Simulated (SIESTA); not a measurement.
**Energy of CuCl$_{2}$ along an even scaling of the cell**

System: CuCl$_{2}$ (3 atoms in the cell).
Method: Kohn-Sham DFT of a periodic cell, PBEsol, PseudoDojo 0.4 standard, converted to PSML, no spin polarisation (SIESTA 5.4.2).

The 7 runs differ only in the geometry, by an even scaling of the cell at fixed fractional positions. The structure derives from a Materials Project entry.

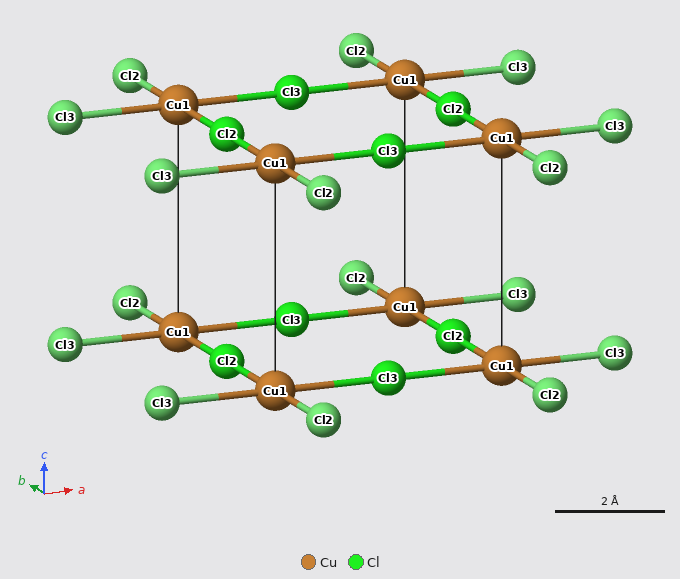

Figure 1. The structure of run 4 (ball-and-stick view of the cell of the calculation, seen slightly off an axis; neighbours outside the cell are drawn fainter; atoms are numbered from 1 in the order of the input). An atom can appear more than once, as a periodic image.

### Input of run 4
```
SystemName                      CuCl2
SystemLabel                     CuCl2
NumberOfSpecies                 2
NumberOfAtoms                   3
%block ChemicalSpeciesLabel
  1  29 Cu
  2  17 Cl
%endblock ChemicalSpeciesLabel

LatticeConstant                 1.0 Ang
%block LatticeVectors
     4.5206480000     0.0000000000     0.0000000000
     0.0000000000     4.5206480000     0.0000000000
     0.0000000000     0.0000000000     4.3177120000
%endblock LatticeVectors
AtomicCoordinatesFormat         Fractional
%block AtomicCoordinatesAndAtomicSpecies
     0.0000000000     0.0000000000     0.0000000000  1  Cu
     0.0000000000     0.5000000000     0.0000000000  2  Cl
     0.5000000000     0.0000000000     0.0000000000  2  Cl
%endblock AtomicCoordinatesAndAtomicSpecies

%block kgrid.MonkhorstPack
    6   0   0  0.0
    0   6   0  0.0
    0   0   6  0.0
%endblock kgrid.MonkhorstPack
XC.Functional                   GGA
XC.Authors                      PBEsol
PAO.BasisSize                   DZP
PAO.EnergyShift                 0.003 Ry
Mesh.Cutoff                     800 Ry
OccupationFunction              FD
ElectronicTemperature           0.05 eV
MaxSCFIterations                120
SCF.MustConverge                false
SCF.Mixer.Method                Pulay
SCF.Mixer.Weight                0.25
SCF.Mixer.History               8
SCF.DM.Tolerance                5.0e-05
SCF.H.Tolerance                 1.0e-03 eV
WriteForces                     true
Charge.Mulliken                 end
%block PAO.Basis
  Cu 5
  n=3 0 2
    2.374 0.000
  n=4 0 2
    7.224 0.000
  n=3 1 2
    2.662 0.000
  n=4 1 1
    7.224
  n=3 2 2
    4.908 0.000
%endblock PAO.Basis
```

Command:
```bash
siesta CuCl2.fdf > CuCl2.out 2>&1
```

Lattice vectors (Å) and fractional positions of run 4:
```
   4.520648    0.000000    0.000000
   0.000000    4.520648    0.000000
   0.000000    0.000000    4.317712
Cu  0.000000  0.000000  0.000000
Cl  0.000000  0.500000  0.000000
Cl  0.500000  0.000000  0.000000
```

Run 5 differs from it as follows:
```diff
-     4.5206480000     0.0000000000     0.0000000000
-     0.0000000000     4.5206480000     0.0000000000
-     0.0000000000     0.0000000000     4.3177120000
+     4.5505869387     0.0000000000     0.0000000000
+     0.0000000000     4.5505869387     0.0000000000
+     0.0000000000     0.0000000000     4.3463069525
```

### Results, with one run withheld

```csv
run,volume per atom (Å³),"free energy per atom, from the lowest run given (meV)",pressure (GPa)
1,27.648,5.97,1.78
2,28.236,1.29,0.80
3,28.824,0.00,−0.07
4,29.413,1.74,−0.85
5,30.001,?,?
6,30.589,12.79,−2.12
7,31.177,21.58,−2.65
```

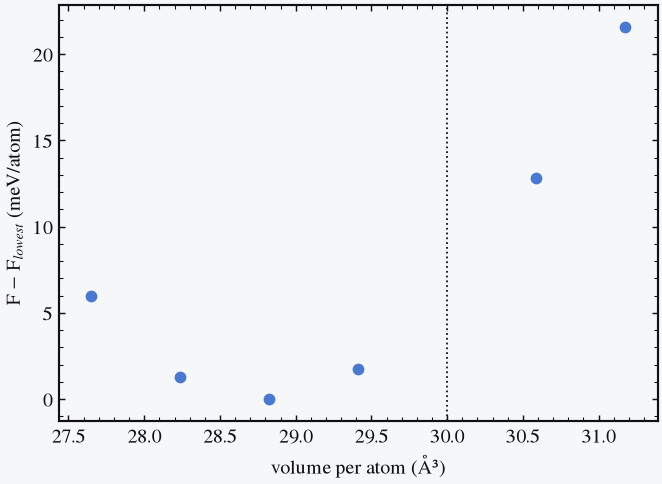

Figure 2. Free energy per atom of the runs given; the dotted line marks run 5.

Estimate the energy of run 5 from the others.

A cubic polynomial in V^(−2/3) (the Birch–Murnaghan form), fitted to the 6 runs given, misses them by at most 0.01 meV per atom. With x = V^(−2/3) − 0.10529 Å⁻², it reads F = 1.051 − 1732.1 x + 7.0612e+05 x² + 3.4951e+06 x³ (meV per atom). At run 5 it gives 6.09 meV per atom, and the run itself gives 6.10. The slope of the fit gives a pressure −dF/dV of −1.52 GPa there, and the run prints −1.51 GPa. The fit has its minimum at 28.770 Å³ per atom, where V d²F/dV² gives 40.4 GPa. Cell shape and fractional positions are held, so this is the stiffness under even scaling; the relaxed bulk modulus wasn't computed and can be far lower in a crystal of layers, chains or molecules like this one.

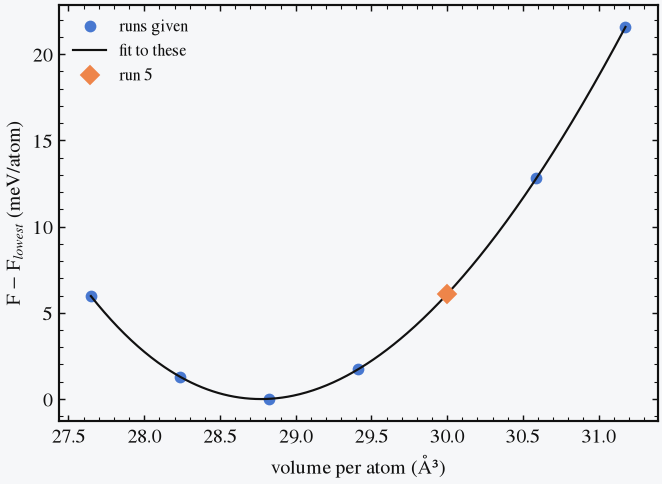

Figure 3. The fit and the withheld run.

### Some lines of the output (run 5)
```
[...]
outcell: Cell volume (Ang**3)        :     90.0026
stepf: Fermi-Dirac step function
siesta: Etot    =     -6010.058431
siesta: FreeEng =     -6010.094618
        iscf     Eharris(eV)        E_KS(eV)     FreeEng(eV)     dDmax    Ef(eV) dHmax(eV)
siesta: E_KS(eV) =            -6045.0863
siesta: E_KS - E_eggbox =     -6045.0863
siesta: Etot    =     -6045.086268
siesta: FreeEng =     -6045.116932
siesta:         Fermi =      -6.335569
siesta: Cell volume =         90.002635 Ang**3
    Orbital volume contribution        =           1.691122 eV
```

Notes: Points of doubt noted for this run: mulliken charges of long orbitals. The run has no spin polarisation, so a magnetic state may lie lower. With a small basis of atomic orbitals these values can differ much from converged plane-wave results.
